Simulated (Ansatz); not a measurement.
## Energy of C along an even scaling of the cell

System: C (8 atoms in the cell).
Method: DFT PBE, scalar-relativistic, plane waves, PAW, PAW set soft_1, no spin polarisation (Ansatz 0.2.0).

The 7 runs differ only in the geometry, by an even scaling of the cell at fixed fractional positions. The structure derives from an entry of the Crystallography Open Database.

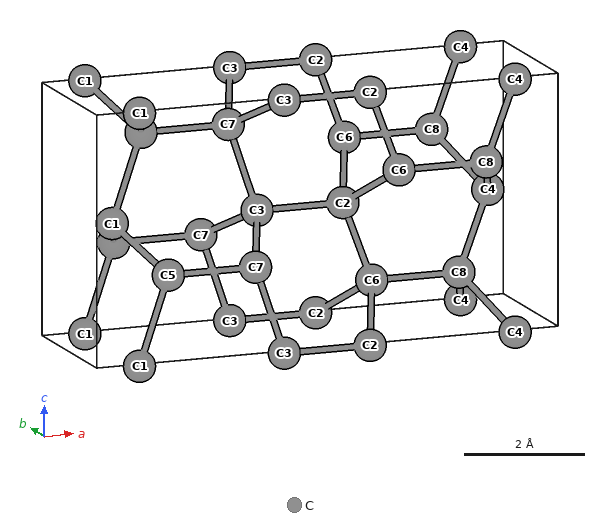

Figure 1. The structure of run 4 (ball-and-stick view of the cell 2 times as large as that of the calculation, set on its symmetry axes, seen slightly off an axis; atoms are numbered from 1 in the order of the input).

### Input of run 4
```yaml
crystal:
  lattice:
    - [2.5180642186, 0.0, 0.0]
    - [-1.2590321093, 2.1807075817, 0.0]
    - [0.0, 0.0, 8.3046919353]
  atoms:
    - { symbol: C, position: [-0.0082542016, -0.0165084032, 0.0929732494] }
    - { symbol: C, position: [-0.0082542016, -0.0165084032, 0.5929732494] }
    - { symbol: C, position: [-0.0082542016, -0.0165084032, 0.4070267506] }
    - { symbol: C, position: [-0.0082542016, -0.0165084032, 0.9070267506] }
    - { symbol: C, position: [0.3415875349, 0.6831750699, 0.1555299995] }
    - { symbol: C, position: [0.6749208683, 0.3498417365, 0.6555299995] }
    - { symbol: C, position: [0.3415875349, 0.6831750699, 0.3444700005] }
    - { symbol: C, position: [0.6749208683, 0.3498417365, 0.8444700005] }
basis:
  ecutwfc: 520.0
kpoints:
  mp_grid: { grid: [12, 12, 4] }
hamiltonian:
  xc: pbe
  pseudopotentials: { kind: paw, azcp: { folder: soft_1 } }
scf:
  occupations: { method: gaussian, width: 0.05 }
output:
  forces: true
  stress: true
  eigenvalues: true
```

Command:
```bash
ansatz run input.yaml --threads 2 --pin off --max-ram 4096MiB --backend cpu --events-out ev --progress --plain --runs-dir out
```

Lattice vectors (Å) and fractional positions of run 4:
```
   2.518064    0.000000    0.000000
  -1.259032    2.180708    0.000000
   0.000000    0.000000    8.304692
C  -0.008254 -0.016508  0.092973
C  -0.008254 -0.016508  0.592973
C  -0.008254 -0.016508  0.407027
C  -0.008254 -0.016508  0.907027
C   0.341588  0.683175  0.155530
C   0.674921  0.349842  0.655530
C   0.341588  0.683175  0.344470
C   0.674921  0.349842  0.844470
```

Run 5 differs from it as follows:
```diff
-    - [2.5180642186, 0.0, 0.0]
-    - [-1.2590321093, 2.1807075817, 0.0]
-    - [0.0, 0.0, 8.3046919353]
+    - [2.5389641516, 0.0, 0.0]
+    - [-1.2694820758, 2.1988074546, 0.0]
+    - [0.0, 0.0, 8.3736208784]
```

### Results, with one run withheld

```tsv
run	volume per atom (Å³)	free energy per atom, from the lowest run given (meV)	pressure (GPa)	gap on the mesh (eV)
1	5.283	52.11	40.24	4.09
2	5.419	23.97	26.28	4.03
3	5.560	6.70	13.47	3.98
4	5.700	0.00	2.01	3.92
5	5.843	?	?	?
6	5.991	15.07	−17.84	3.81
7	6.139	35.51	−26.27	3.76
```

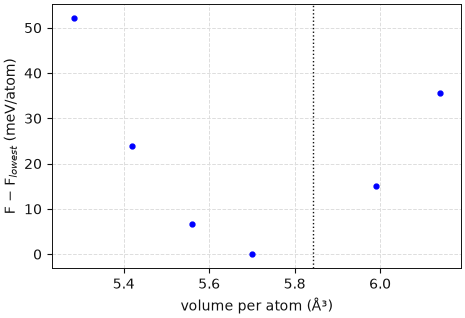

Figure 2. Free energy per atom of the runs given; the dotted line marks run 5.

Estimate the energy of run 5 from the others.

A cubic polynomial in V^(−2/3) (the Birch–Murnaghan form), fitted to the 6 runs given, misses them by at most 0.04 meV per atom. With x = V^(−2/3) − 0.31454 Å⁻², it reads F = 0.64616 + 751.53 x + 1.7639e+05 x² − 85443 x³ (meV per atom). At run 5 it gives 2.91 meV per atom, and the run itself gives 2.93. The slope of the fit gives a pressure −dF/dV of −8.32 GPa there, and the run prints −8.37 GPa. The two needn't agree exactly: the fit is approximate, and the printed stress is taken on a finite basis. The fit has its minimum at 5.727 Å³ per atom, where V d²F/dV² gives 429 GPa. Cell shape and fractional positions are held, so this is the stiffness under even scaling; the relaxed bulk modulus wasn't computed. The gap on the mesh goes, without turning, from 4.09 eV in run 1 to 3.76 eV in run 7; run 5 has 3.87 eV. These are gaps of this functional on this mesh, which can miss the band edges; they aren't the measured gap.

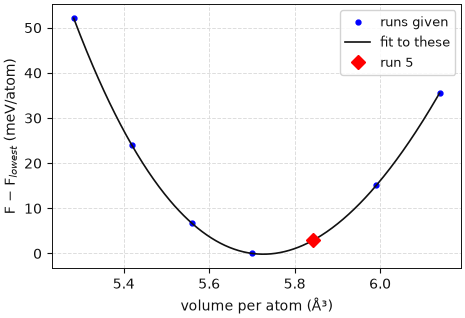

Figure 3. The fit and the withheld run.

### Output, shortened to warnings, some set-up lines, iterations and results (run 5)
```
Basis set: ecut = 520 eV, 1279 PW (Γ), exchange–correlation on 40×40×128 points (8 copies of the dense FFT grid, shifted against one another)
Symmetry: 4 space group operations
k-points: 129 of 576 (time reversal used)
Initial density: superposition of atomic densities (chi_scale 0.1, normalization cell)
[...]
SCF iter   1: F=—  HF=-2008.109905 eV  |F-HF|=—  |Δ(HF+E_count)|=         —  Δρ=1.33e-1  dr2=5.82e0  ethr=3.10e-3  ⟨swp⟩=6.0  Hψ=14385  notcnv=0  defer=9
SCF iter   2: F=—  HF=-2006.281577 eV  |F-HF|=—  |Δ(HF+E_count)|=    1.83e0  Δρ=5.54e-2  dr2=9.27e-1  ethr=3.10e-3  ⟨swp⟩=2.7  Hψ=7212  notcnv=0  defer=345
SCF iter   3: F=—  HF=-2006.050301 eV  |F-HF|=—  |Δ(HF+E_count)|=   2.31e-1  Δρ=4.84e-3  dr2=3.91e-3  ethr=2.90e-3  ⟨swp⟩=3.0  Hψ=5475  notcnv=0  defer=345
SCF iter   4: F=—  HF=-2006.052359 eV  |F-HF|=—  |Δ(HF+E_count)|=   2.06e-3  Δρ=5.21e-4  dr2=2.46e-4  ethr=1.22e-5  ⟨swp⟩=2.7  Hψ=4875  notcnv=0  defer=216
SCF iter   5: F=—  HF=-2006.052299 eV  |F-HF|=—  |Δ(HF+E_count)|=   5.98e-5  Δρ=1.71e-4  dr2=6.90e-6  ethr=7.69e-7  ⟨swp⟩=2.0  Hψ=4157  notcnv=0  defer=216
SCF iter   6: F=—  HF=-2006.052307 eV  |F-HF|=—  |Δ(HF+E_count)|=   7.19e-6  Δρ=4.45e-5  dr2=2.62e-7  ethr=2.16e-8  ⟨swp⟩=2.1  Hψ=4841  notcnv=0  defer=216
SCF iter   7: F=-2006.052307 eV  HF=-2006.052307 eV  |F-HF|=3.41e-9  |Δ(HF+E_count)|=   5.65e-7  Δρ=6.98e-6  dr2=1.66e-8  ethr=3.13e-10  ⟨swp⟩=10.4  Hψ=14740  notcnv=0
SCF 1 converged in 7 iterations: F = -2006.052307 eV  dr2 = 1.66e-8
SCF converged after 7 iterations
Free energy (F): -2006.052307 eV
Harris-Foulkes:  -2006.052307 eV  (|F-HF|=3.41e-9)
Internal energy: -2006.052307 eV  (E = F + TS)
E sigma→0 (E₀):  -2006.052307 eV
Fermi energy:    15.219784 eV
--- Per-component energies (eV) ---
  E_band       = 127.998457
  E_kinetic    = 711.344678
  E_local      = -454.819182  (includes V_loc(G=0)·N_el)
  E_nonlocal   = 183.059406
  E_hartree    = 108.973972
  E_xc         = -379.684225
  E_vxc        = -468.761166  (∫ρ·V_xc dr)
  E_paw        = -799.087895  (= ΣΔE_a)
  E_vpaw       = -60.772718  (= ΣTr[D̂ρ^β])
  E_aug_tail   = 0.000013  (compensation charges beyond the density's cutoff)
  E_ewald      = -1375.839074
  E_smearing   = -0.000000  (= −TS)
  E_closure    = 0.000000  (closes the sum)
  Σ components = -2006.052307   (vs F -2006.052307, Δ=0.00e0)
--- Forces (eV/Å), atoms counted from 1 ---
  atom   1  C     -0.00000000     1.93499438    -0.14952028
  atom   2  C     -0.00000000     2.32861418    -0.17268137
  atom   3  C     -0.00000000     1.93499438     0.14952028
  atom   4  C     -0.00000000     2.32861418     0.17268137
  atom   5  C      0.00000000    -1.93751038     0.14568399
  atom   6  C     -0.00000000    -2.32611969     0.16840792
  atom   7  C      0.00000000    -1.93751038    -0.14568399
  atom   8  C     -0.00000000    -2.32611969    -0.16840792
  max |Σ_I F_I| component: 4.30e-5 eV/Å
--- Stress (GPa, compression-positive) ---
       -8.894490       0.000000       0.000000
        0.000000      -7.004631       0.000000
        0.000000       0.000000      -9.210027
  P = ⅓ Tr σ = -8.3697 GPa (-83.697 kbar)
```
